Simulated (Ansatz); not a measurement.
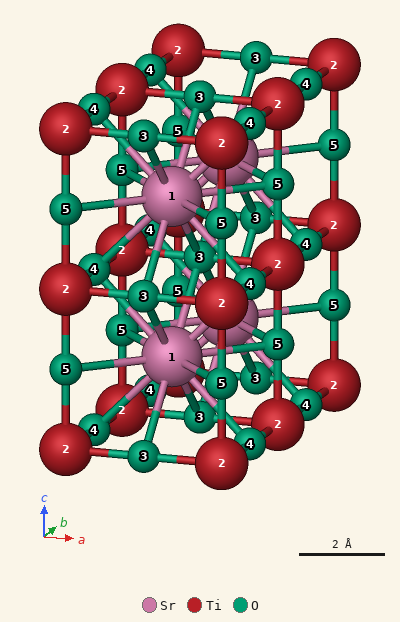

Fig. 1: The structure as given in the input (ball-and-stick view of the cell of the calculation, repeated 1 × 2 × 2, seen slightly off an axis; atoms are numbered from 1 in the order of the input).

SrTiO3: band-structure calculation

- system: SrTiO3 (Pm-3m, 5 atoms in the cell)
- method: DFT PBE, scalar-relativistic, plane waves, PAW, no spin polarisation (Ansatz 0.2.0)

The structure derives from an entry of the Crystallography Open Database. Figures and captions count atoms from 1; the log counts them from 0 in places.

### Input
```yaml
crystal:
  lattice:
    - [3.9364041186, 0.0, 0.0]
    - [0.0, 3.9364041186, 0.0]
    - [0.0, 0.0, 3.9364041186]
  atoms:
    - { symbol: Sr, position: [0.5, 0.5, 0.5] }
    - { symbol: Ti, position: [0.0, 0.0, 0.0] }
    - { symbol: O, position: [0.5, 0.0, 0.0] }
    - { symbol: O, position: [0.0, 0.5, 0.0] }
    - { symbol: O, position: [0.0, 0.0, 0.5] }
basis:
  ecutwfc: 420
kpoints:
  mp_grid: { grid: [8, 8, 8] }
  band_path:
    path:
      - [[0.0, 0.0, 0.0], [0.0, 0.5, 0.0], [0.5, 0.5, 0.0], [0.0, 0.0, 0.0], [0.5, 0.5, 0.5], [0.0, 0.5, 0.0]]
      - [[0.5, 0.5, 0.5], [0.5, 0.5, 0.0]]
    npoints: 14
hamiltonian:
  xc: pbe
scf:
  occupations: { method: gaussian, width: 0.02 }
  n_extra_bands: 12
output:
  forces: true
  stress: true
  eigenvalues: true
  populations: true
  dos: { projected: true, de: 0.02, nscf_kmesh: { grid: [12, 12, 12] } }
  bader: true
  write_density: true
  write_potential: true
  elf: true
  volumetric_format: npy
```

Launched with:
```bash
ansatz run input.yaml --threads 2 --pin off --max-ram 5120MiB --backend cpu --events-out ev --progress --plain --runs-dir out
```

### What the program printed
```
scf.n_extra_bands = 12 over 20 filled bands (N_el = 40.0): the run solves 32 bands
Engine: ansatz 0.2.0, x86_64-unknown-linux-gnu
Pseudopotentials: kind: paw
Pseudopotential: Sr, paw, valence charge 10, recommended cutoff 420 eV (normal), Sr.paw.azcp
Pseudopotential: Ti, paw, valence charge 12, recommended cutoff 420 eV (normal), Ti.paw.azcp
Pseudopotential: O, paw, valence charge 6, recommended cutoff 420 eV (normal), O.paw.azcp
Functional definition: PBE
  parameter kappa = 0.804
  parameter beta = 0.06672455060314922
  exchange = pbe_x(kappa = kappa, mu = beta*pi^2/3)
  correlation = pbe_c(beta = beta)
Crystal: 5 atoms, lattice volume = 60.996 Å³
Basis set: ecut = 420 eV, 1213 PW (Γ), exchange–correlation on 54×54×54 points (8 copies of the dense FFT grid, shifted against one another)
Bands: 32, of which v1, the nominal top of the filled ones, is band 20 counted from 1 (19 counted from 0)
Symmetry: 48 space group operations
Space group: Pm-3m (ITA 221), of the structure as read, at distance tolerance 3.9e-5 Å
k-points: 35 of 512
Non-local potential: Sr, projectors of the file, l = 0: 3, l = 1: 2, l = 2: 2
Non-local potential: Ti, projectors of the file, l = 0: 3, l = 1: 2, l = 2: 3, l = 3: 1
Non-local potential: O, projectors of the file, l = 0: 2, l = 1: 2, l = 2: 1
PAW form: soft (Blöchl's): semilocal exchange-correlation on the pseudo side does not see the compensation charge
PAW one-centre angular grid: Sr, 110 points (default); XC on 64 Gauss nodes
PAW one-centre angular grid: Ti, 590 points (default); XC on 64 Gauss nodes
PAW one-centre angular grid: O, 110 points (default); XC on 64 Gauss nodes
Initial density: superposition of atomic densities (neutral atoms: chi_scale 0, normalization atom), corrected by the library's trained network
Initial wavefunctions: pseudopotential atomic-orbital guess
Functional: x = pbe(κ = 0.804, μ = 0.2195149727645171), c = pbe(β = 0.06672455060314922)
SCF iter   1: F=—  HF=-7754.482848 eV  |F-HF|=—  |Δ(HF+E_count)|=         —  Δρ=2.87e-3  dr2=4.68e-3  ethr=1.77e-3  ⟨swp⟩=7.1  Hψ=5822  notcnv=0  defer=22
preconditioner: auto → Resta (q_TF=auto, 2.543 Å⁻¹)  ε∞=4.1  [insulator: Δε(μ)=1.822 eV  Ē_g=14.842 eV  σ=0.020 eV  W_gap=1.00  n_scr=18 (ndim 8)  ℏωp=26.0 eV  f_vac=0.001  D(μ)=0.00/eV (n_scr^D=0)  ε∞_Penn≈4.1]
SCF iter   2: F=—  HF=-7754.486962 eV  |F-HF|=—  |Δ(HF+E_count)|=   4.11e-3  Δρ=1.62e-3  dr2=1.33e-3  ethr=1.17e-5  ⟨swp⟩=2.5  Hψ=2055  notcnv=0  defer=212
SCF iter   3: F=—  HF=-7754.486843 eV  |F-HF|=—  |Δ(HF+E_count)|=   1.19e-4  Δρ=9.26e-4  dr2=4.73e-4  ethr=3.34e-6  ⟨swp⟩=1.6  Hψ=1076  notcnv=0  defer=212
SCF iter   4: F=—  HF=-7754.486807 eV  |F-HF|=—  |Δ(HF+E_count)|=   3.63e-5  Δρ=1.08e-4  dr2=4.57e-6  ethr=1.18e-6  ⟨swp⟩=2.0  Hψ=1201  notcnv=0  defer=212
SCF iter   5: F=—  HF=-7754.487484 eV  |F-HF|=—  |Δ(HF+E_count)|=   6.77e-4  Δρ=2.71e-5  dr2=2.72e-7  ethr=1.14e-8  ⟨swp⟩=2.1  Hψ=1584  notcnv=0  defer=212
SCF iter   6: F=—  HF=-7754.487484 eV  |F-HF|=—  |Δ(HF+E_count)|=   1.14e-7  Δρ=1.24e-5  dr2=1.55e-7  ethr=2.50e-10  ⟨swp⟩=14.6  Hψ=8173  notcnv=0
SCF iter   7: F=-7754.487484 eV  HF=-7754.487484 eV  |F-HF|=5.46e-8  |Δ(HF+E_count)|=   2.41e-8  Δρ=8.26e-6  dr2=6.34e-8  ethr=2.50e-10  ⟨swp⟩=8.2  Hψ=5501  notcnv=0
SCF 1 converged in 7 iterations: F = -7754.487484 eV  dr2 = 6.34e-8
  greatest PAW one-centre occupation: 0.999 electrons in one spin orbital (limit 2), on the Ti atom at site 1 (counted from 0), in its partial waves of l = 0
NSCF: frozen V_eff on 86 k-points
NSCF: frozen V_eff on 84 k-points
SCF converged after 7 iterations
Free energy (F): -7754.487484 eV
Harris-Foulkes:  -7754.487484 eV  (|F-HF|=5.46e-8)
Internal energy: -7754.487484 eV  (E = F + TS)
E sigma→0 (E₀):  -7754.487484 eV
Fermi energy:    10.580448 eV
--- Per-component energies (eV) ---
  E_band       = -218.250252
  E_kinetic    = 1045.754060
  E_local      = -2414.582534  (includes V_loc(G=0)·N_el)
  E_nonlocal   = 347.834606
  E_hartree    = 844.068095
  E_xc         = -495.951960
  E_vxc        = -571.539032  (∫ρ·V_xc dr)
  E_paw        = -4213.381417  (= ΣΔE_a)
  E_vpaw       = -313.869635  (= ΣTr[D̂ρ^β])
  E_aug_tail   = 0.007474  (compensation charges beyond the density's cutoff)
  E_ewald      = -2868.235809
  E_smearing   = -0.000000  (= −TS)
  E_closure    = 0.000000  (closes the sum)
  Σ components = -7754.487484   (vs F -7754.487484, Δ=0.00e0)
--- Forces (eV/Å), atoms counted from 1 ---
  atom   1  Sr     0.00000000    -0.00000000    -0.00000000
  atom   2  Ti     0.00000000    -0.00000000    -0.00000000
  atom   3  O      0.00000000    -0.00000000     0.00000000
  atom   4  O      0.00000000    -0.00000000     0.00000000
  atom   5  O      0.00000000     0.00000000    -0.00000000
  max |Σ_I F_I| component: 3.86e-29 eV/Å
--- Stress (GPa, compression-positive) ---
        0.008761       0.000000      -0.000000
        0.000000       0.008761       0.000000
        0.000000       0.000000       0.008761
  P = ⅓ Tr σ = 0.0088 GPa (0.088 kbar)
--- Band table (eV; the first three rows and the last of 35) ---
  k-point 0: bands = ["-46.8331", "-23.1298", "-23.0783", "-23.0783", "-23.0783", "-7.6711", "-6.7083", "-6.7083", "-5.1173", "-5.1173", "-5.1173", "6.8676", "6.8676", "6.8676", "8.5276", "8.5276", "8.5276", "9.3010", "9.3010", "9.3010", "11.5014", "11.5014", "11.5014", "13.8376", "13.8376", "15.0708", "15.0708", "15.6692", "17.9672", "17.9672", "17.9672", "25.1046"]
  k-point 1: bands = ["-46.8329", "-23.1512", "-23.0779", "-23.0779", "-23.0630", "-7.6753", "-6.7156", "-6.7030", "-5.1111", "-5.1111", "-5.0178", "6.6699", "6.8602", "6.8602", "8.3321", "8.3321", "8.3978", "8.8401", "9.2061", "9.2061", "11.5232", "11.8370", "11.8370", "13.8398", "14.2901", "15.3146", "15.3368", "16.0373", "17.9204", "18.1129", "18.1129", "24.8658"]
  k-point 2: bands = ["-46.8325", "-23.1874", "-23.0769", "-23.0769", "-23.0415", "-7.7313", "-6.6901", "-6.6476", "-5.0958", "-5.0958", "-4.8099", "6.1740", "6.8487", "6.8487", "7.9087", "7.9087", "8.0209", "8.1127", "9.0670", "9.0670", "11.5770", "12.5157", "12.5157", "13.8437", "15.1037", "15.9525", "15.9764", "17.0461", "17.8059", "18.4657", "18.4657", "24.1612"]
  k-point 34: bands = ["-46.8298", "-23.1355", "-23.1355", "-23.1355", "-23.0755", "-6.3858", "-6.3858", "-6.3858", "-5.3593", "-5.3593", "-5.3593", "5.0884", "5.5864", "5.5864", "6.0060", "6.0060", "6.0060", "9.6595", "9.6595", "9.6595", "13.9975", "13.9975", "13.9975", "16.5428", "16.5428", "16.5428", "17.7936", "17.7936", "19.2453", "19.2453", "19.6911", "23.6749"]
--- Löwdin populations: 5 sites ---
  site symbol       q [e]
     0     Sr      8.2714
     1     Ti     10.7955
     2      O      6.8737
     3      O      6.8737
     4      O      6.8737
  spilling = 0.007804 (of n_electrons = 40.000000)
--- Bader charges: 5 sites ---
  site symbol  charge [e]  shift [e]
     0     Sr      1.5966     0.0000
     1     Ti      2.2378     0.0036
     2      O     -1.2781     0.0012
     3      O     -1.2781     0.0012
     4      O     -1.2781     0.0012
  estimated error of the sums over rays = 3.7e-4 e
```

### File bader_charges.tsv
```
# site	symbol	x_ang	y_ang	z_ang	partial_charge_e	electrons	volume_ang3	relative_density_drop	shared_charge_e	partial_wave_shift_e
# quadrature_error_electrons = 3.7e-4
0	Sr	1.9682	1.9682	1.9682	1.59656	36.40344	15.90	-	1.59656	0.00000
1	Ti	0.0000	0.0000	0.0000	2.23783	19.76217	6.93	-	2.23783	0.00362
2	O	1.9682	0.0000	0.0000	-1.27813	9.27813	12.72	-	-1.27813	0.00121
3	O	0.0000	1.9682	0.0000	-1.27813	9.27813	12.72	-	-1.27813	0.00121
4	O	0.0000	0.0000	1.9682	-1.27813	9.27813	12.72	-	-1.27813	0.00121
```

### File populations.tsv
```
# site	symbol	l	j	q
# orbitals = lowdin
# n_electrons = 40.000000
# spilling = 0.007804
0	Sr	0_4S	-	1.958220
0	Sr	0_5S	-	0.336703
0	Sr	1_4P	-	5.976430
1	Ti	0_3S	-	1.914191
1	Ti	0_4S	-	0.490723
1	Ti	1_3P	-	5.987679
1	Ti	2_3D	-	2.402919
2	O	0_2S	-	1.790944
2	O	1_2P	-	5.082721
3	O	0_2S	-	1.790944
3	O	1_2P	-	5.082721
4	O	0_2S	-	1.790944
4	O	1_2P	-	5.082721
```

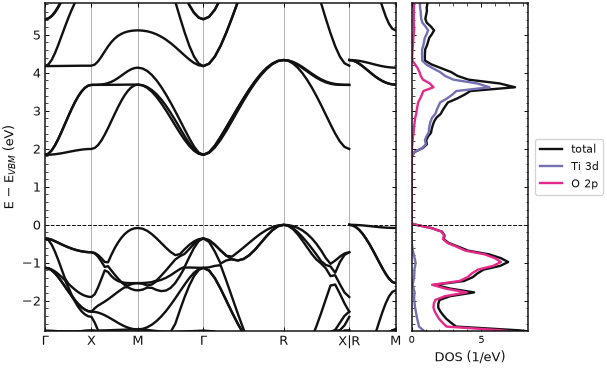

Fig. 2: Band structure along Γ–X–M–Γ–R–X|R–M and density of states (projected on Löwdin-orthogonalised atomic shells), with energies from the valence-band top. There is a gap of 1.84 eV on this path, indirect, from R to Γ.

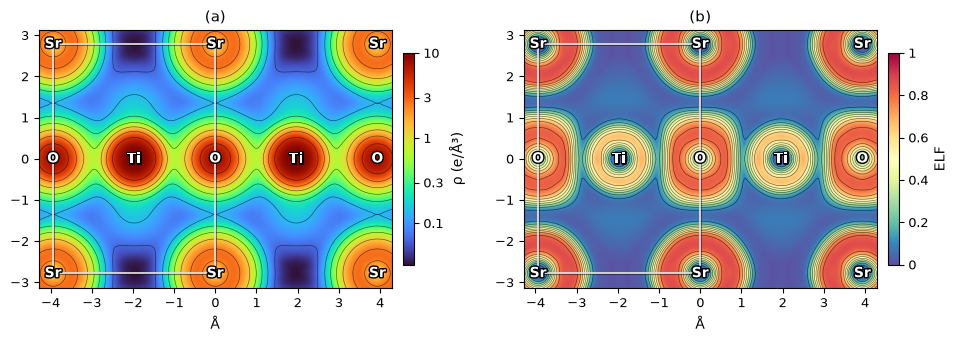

Fig. 3: (a) valence pseudo-density; (b) ELF on the (011) plane of the conventional cell. The section cuts through Sr, Ti and O sites. Ti–O (1.97 Å): ρ is about 0.68 e/Å³ halfway; the ELF is about 0.20 at the midpoint. Sr–O (2.78 Å): ρ at the midpoint is about 0.14 e/Å³; the ELF is about 0.05 at the midpoint, which marks ionic bonding with no shared pair. Away from the nuclei the density in this plane falls to 0.03 e/Å³ at its lowest. The strong features right at Sr and Ti lie inside the PAW spheres (semicore, d or f shells) and say nothing about bonding. In a PAW calculation such maps are meaningful between the atoms, not at the nuclei.

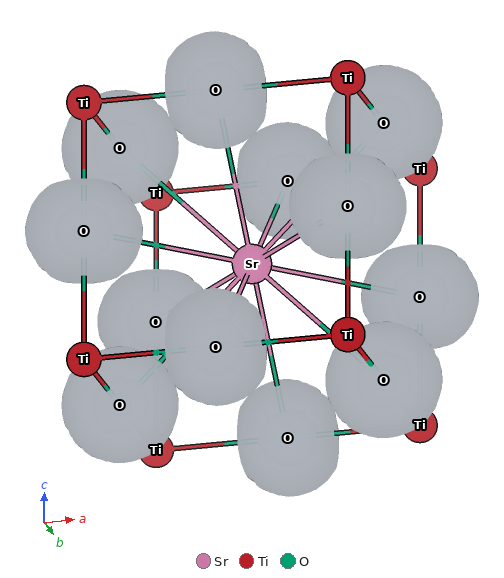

Fig. 4: Isosurface of the ELF at 0.75 (grey), seen at an oblique angle. Core shells and regions of very low density are left out. Sticks mark near contacts. The outline is the cell set on symmetry axes. Profiles from the grid: Ti–O (1.97 Å): the ELF is about 0.20 at the midpoint.

### Summary

```json
{"quantity": "outcome", "value": "converged"}
{"quantity": "space group (tolerance 0.01 Å)", "value": "Pm-3m (221)"}
{"quantity": "electrons treated", "value": "40"}
{"quantity": "free energy", "value": "−7754.4875 eV"}
{"quantity": "Fermi energy", "value": "10.580 eV"}
{"quantity": "gap on the k-point mesh", "value": "1.84 eV"}
{"quantity": "gap on the band path", "value": "1.84 eV"}
{"quantity": "pressure", "value": "0.01 GPa"}
{"quantity": "largest force (length of the vector)", "value": "under 0.001 eV/Å"}
{"quantity": "hardware", "value": "2 threads of INTEL XEON PLATINUM @ 2.10GHz (Emerald Rapids), 24 GiB of memory available, shared host"}
{"quantity": "wall time", "value": "19 s (CPU time 38 s)"}
{"quantity": "peak memory", "value": "0.43 GiB"}
```
